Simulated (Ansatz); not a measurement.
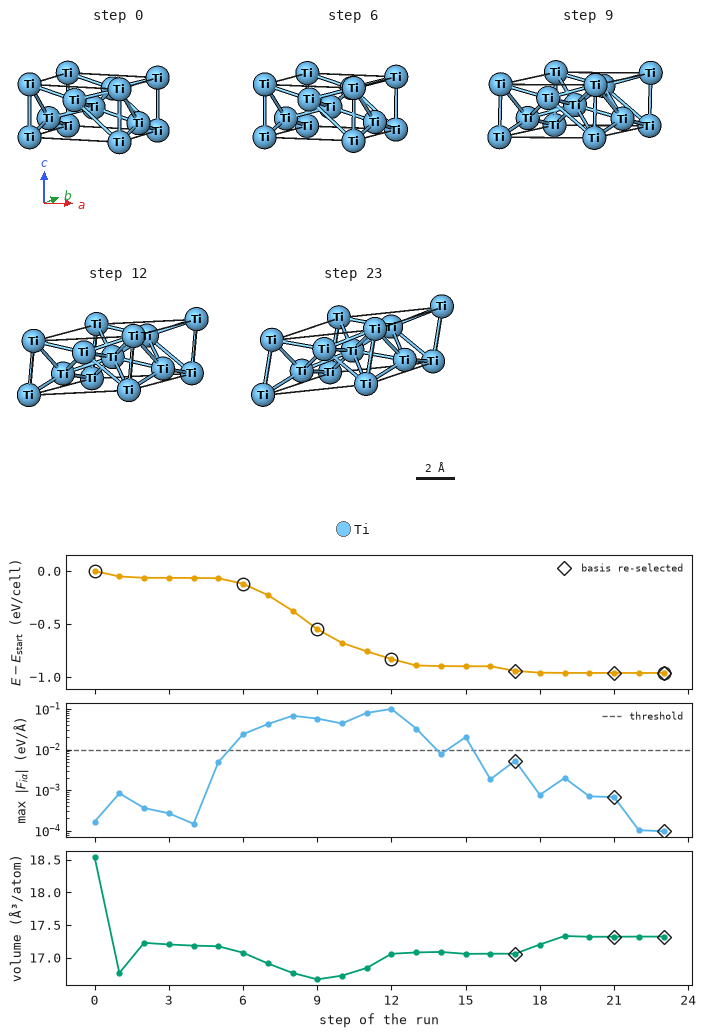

Frames of a relaxation of solid Ti (a generated structure, set up in I4_1/amd), marked on the history of the run. The picture is a ball-and-stick view of the conventional cell (2 times the calculation's cell), seen slightly off an axis. Lengths and directions refer to the drawn axes.

Phase: beta-Sn type.

Computed with Ansatz, DFT, r2SCAN, plane waves (500 eV) with PAW, scalar-relativistic. Settings: plane-wave cutoff 500 eV; k-point mesh 13 × 13 × 9; occupations fermi dirac; smearing width 0.1 eV; no spin polarisation; cell and atoms relaxed; force threshold 0.01 eV/Å; at most 60 steps.

What happens along the run?

After 20 accepted moves (23 points after the start) the energy has fallen by 0.961 eV per cell of the calculation. Largest force component: 0.00017 eV/Å at the start, under 0.0001 eV/Å at the end. Pressure: −6.20 GPa at the start and 0.00 GPa at the end. The SCF was repeated 3 times at an unchanged geometry on a basis and grid sized afresh for the cell, which shifted the energy by 43.2 meV per cell of the calculation at most. The largest moves relative to the cell, 0.21 Å, are those of Ti atoms. Cell: a = b 5.140 → 5.492 Å (+6.8 %), c 2.807 → 2.936 Å (+4.6 %), α 90.0° → 74.5°, β 90.0° → 74.5°, γ 90.0° → 55.2°. Volume −6.6 %. Some distances before and after: Ti–Ti 3.896 → 2.936 Å, Ti–Ti 3.322 → 2.874 Å, Ti–Ti 2.664 → 2.874 Å, Ti–Ti 2.807 → 2.936 Å. New bonds form: Ti–Ti (3.90 → 2.94 Å). The space group (tolerance 0.01 Å) goes from I4_1/amd (No. 141) to P6_3/mmc (No. 194). The run took 15 min on 1 thread of Intel(R) Xeon(R) Platinum 8259CL CPU @ 2.50GHz (Skylake/Cascade Lake), with other jobs on the host, peak memory 0.88 GiB. From step 0 to 6: volume −7.9 %, energy −0.120 eV per cell of the calculation. From step 6 to 9: Ti atoms move most (0.02 Å), volume −2.4 %, energy −0.428 eV per cell of the calculation. From step 9 to 12: Ti atoms move most (0.08 Å), volume +2.3 %, energy −0.282 eV per cell of the calculation. From step 12 to 23: Ti atoms move most (0.11 Å), volume +1.5 %, energy −0.131 eV per cell of the calculation.

| step | E − E(0), meV/atom | largest force component, eV/Å | pressure, GPa | volume, Å³/atom | note |
| --- | --- | --- | --- | --- | --- |
| 0 | 0.00 | 0.0002 | -6.20 | 18.541 |  |
| 1 | -25.68 | 0.0008 | 2.86 | 16.768 |  |
| 2 | -31.85 | 0.0004 | -0.12 | 17.229 |  |
| 3 | -32.25 | 0.0003 | -0.06 | 17.204 |  |
| 4 | -32.50 | 0.0001 | 0.02 | 17.186 |  |
| 5 | -33.87 | 0.0049 | 0.05 | 17.176 |  |
| 6 | -59.91 | 0.0239 | 0.29 | 17.077 |  |
| 7 | -113.26 | 0.0424 | 1.06 | 16.913 |  |
| 8 | -186.96 | 0.0680 | 2.27 | 16.768 |  |
| 9 | -273.97 | 0.0581 | 3.29 | 16.670 |  |
| 10 | -338.83 | 0.0440 | 3.09 | 16.726 |  |
| 11 | -378.62 | 0.0801 | 2.41 | 16.844 |  |
| 12 | -415.03 | 0.1000 | 0.68 | 17.061 |  |
| 13 | -445.39 | 0.0329 | 0.09 | 17.082 |  |
| 14 | -448.30 | 0.0078 | -0.46 | 17.089 |  |
| 15 | -449.06 | 0.0202 | 0.04 | 17.060 |  |
| 16 | -449.19 | 0.0018 | -0.01 | 17.062 |  |
| 17 | -470.82 | 0.0053 | 1.79 | 17.062 | same geometry, new basis |
| 18 | -479.38 | 0.0008 | 0.82 | 17.203 |  |
| 19 | -480.41 | 0.0020 | -0.06 | 17.333 |  |
| 20 | -480.45 | 0.0007 | 0.01 | 17.322 |  |
| 21 | -480.61 | 0.0007 | 0.02 | 17.322 | same geometry, new basis |
| 22 | -480.61 | 0.0001 | 0.00 | 17.324 |  |
| 23 | -480.61 | 0.0001 | 0.00 | 17.324 | same geometry, new basis |
